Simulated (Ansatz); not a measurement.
Ta3N

```xyz
4
Lattice="3.0005 0.0000 0.0000 -1.5003 2.5985 0.0000 0.0000 0.0000 7.4499" Properties=species:S:1:pos:R:3 pbc="T T T"
Ta    0.0000    0.0000    3.7250
Ta    0.0000    1.7324    1.2858
Ta    1.5003    0.8662    6.1641
N     0.0000    0.0000    0.0000
```

Space group P-3m1; a structure from a database of computed crystals, not necessarily the ambient phase.

Level of theory: DFT PBEsol, scalar-relativistic, plane waves, PAW in Ansatz 0.2.0.

**What can the converged valence pseudo-density and electron localisation function tell about the bonding?**

Ta–N (2.16 Å): ρ at the midpoint is about 0.62 e/Å³; the ELF peaks at about 0.80 in the valence shell of N, 0.6 Å from its nucleus, and drops to about 0.20 between the two atoms; no localised pair shows between them.
Ta–Ta (2.99 Å): ρ is about 0.28 e/Å³ halfway; the ELF is about 0.35 at the midpoint.
The ELF has a maximum of about 0.75 in the space between the atoms, 1.7 Å from four Ta atoms, on no atom or two-centre bond.

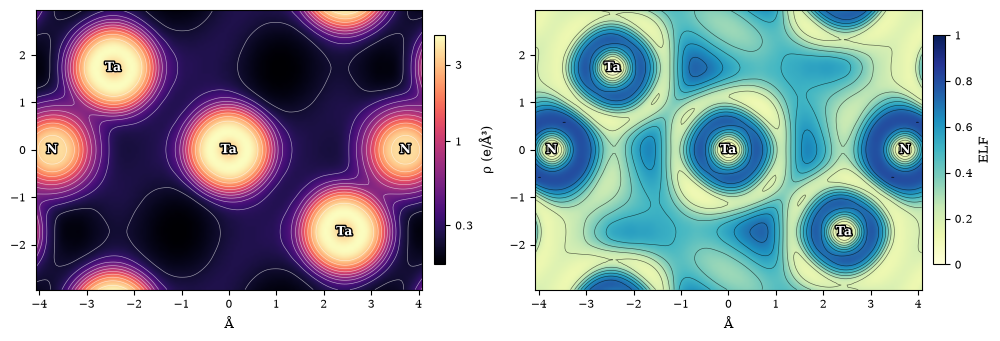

Computed valence pseudo-density and electron localisation function on the (110) plane of the conventional cell, in this order. 

The density is the valence pseudo-density of a PAW calculation; it isn't the true density close to the nuclei.
